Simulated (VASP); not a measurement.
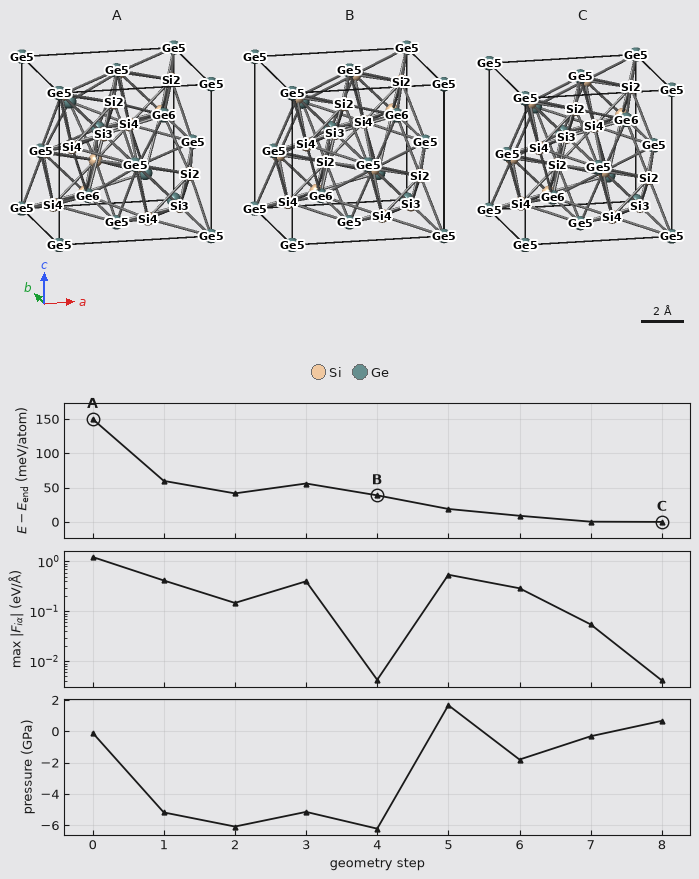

Frames of a relaxation of crystalline Si2Ge (a generated structure, set up in F-43m), marked on the history of the run. The picture is a ball-and-stick view of the conventional cell (4 times the calculation's cell), seen slightly off an axis. Lengths and directions refer to the drawn axes.

The run lets cell and atoms move.

The calculation used Kohn-Sham DFT of a periodic cell, PBE, VASP PAW PBE potentials, recommended (VASP 6.6.1).

Input
```
  PREC = Normal
  ENCUT = 520
  EDIFF = 1E-4
  ISMEAR = 0
  SIGMA = 0.15
  LREAL = False
  LASPH = True
  NELM = 60
  ALGO = Fast
  ISIF = 3
  LWAVE = False
  LCHARG = False
  GGA = PE
  IBRION = 2
  NSW = 24
  EDIFFG = -0.08
```

Launched with:
```bash
cat potpaw_PBE.64/Si/POTCAR potpaw_PBE.64/Ge_d/POTCAR > POTCAR
mpirun -np 1 vasp_std > vasp.out
```

Q: Describe the path.

A: The largest moves relative to the cell, 0.18 Å, are those of Si atoms. Ge stays in place. The volume changes by −10.1 %, with a = b = c 7.603 → 7.337 Å (−3.5 %). Among the contacts that change: Si–Si 2.992 → 2.593 Å, Si–Si 2.384 → 2.595 Å, Ge–Si 3.190 → 3.042 Å, Ge–Si 3.125 → 3.042 Å. The space group (tolerance 0.01 Å) goes from F-43m (No. 216) to Fd-3m (No. 227). After 8 geometry steps the energy has fallen by 150 meV per atom. The largest force component goes from 1.2 to 0.0042 eV/Å. The pressure goes from −0.09 to 0.67 GPa. The volume changes by over a tenth within one run on a fixed set of plane waves, so the end point should be relaxed again from the new cell. From step 0 to 4: Si atoms move most (0.19 Å), volume −0.3 %, energy −111 meV per atom. From step 4 to 8: volume −9.9 %, energy −38.8 meV per atom.

```
step  E − E(0), meV/atom  largest force component, eV/Å  pressure, GPa  volume, Å³/atom
   0                0.00                         1.2292          -0.09           18.313
   1              -90.19                         0.4163          -5.18           18.285
   2             -108.41                         0.1478          -6.08           18.271
   3              -93.99                         0.4008          -5.14           18.241
   4             -111.25                         0.0043          -6.21           18.262
   5             -131.11                         0.5423           1.67           16.152
   6             -141.05                         0.2907          -1.80           16.861
   7             -149.66                         0.0550          -0.31           16.523
   8             -150.01                         0.0042           0.67           16.456
```
